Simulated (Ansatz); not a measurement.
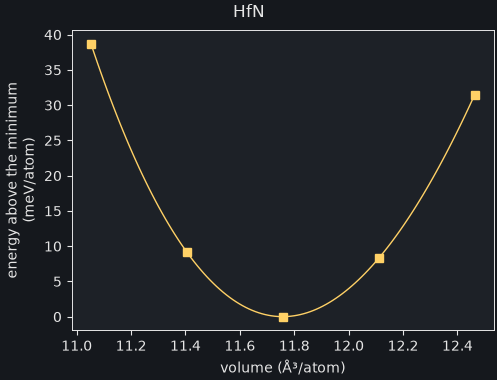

The picture above shows the energy above the minimum against volume for HfN, space group Fm-3m (No. 225).

The given structure:
```xyz
2
Lattice="0.0000 2.2739 2.2739 2.2739 0.0000 2.2739 2.2739 2.2739 0.0000" Properties=species:S:1:pos:R:3 pbc="T T T"
Hf    0.0000    0.0000    0.0000
N     2.2739    2.2739    2.2739
```

Method: third-order Birch-Murnaghan fit to density functional energies at scaled volumes of the given relaxed cell, shape and atoms relaxed at each volume; energies count from the fitted minimum; plane waves with PAW datasets, Γ-centred k mesh (Ansatz 0.2.0). Level: PBE, no spin polarisation.

- wave cutoff: 420 eV
- k mesh: 16×16×16
- occupations: Gaussian
- smearing width: 0.1 eV

From this curve and the settings, what does the calculation give for the pressure at the same points?

The pressure falls from 18.59 GPa at volume 11.052 Å³/atom to −13.55 GPa at 12.463 Å³/atom, and changes sign near 11.76 Å³/atom.

```
volume (Å³/atom)  pressure (GPa)
          11.052           18.59
          11.405            8.56
          11.757            0.00
          12.110           -7.31
          12.463          -13.55
```

Note: no spin polarisation, a magnetic state may lie lower.
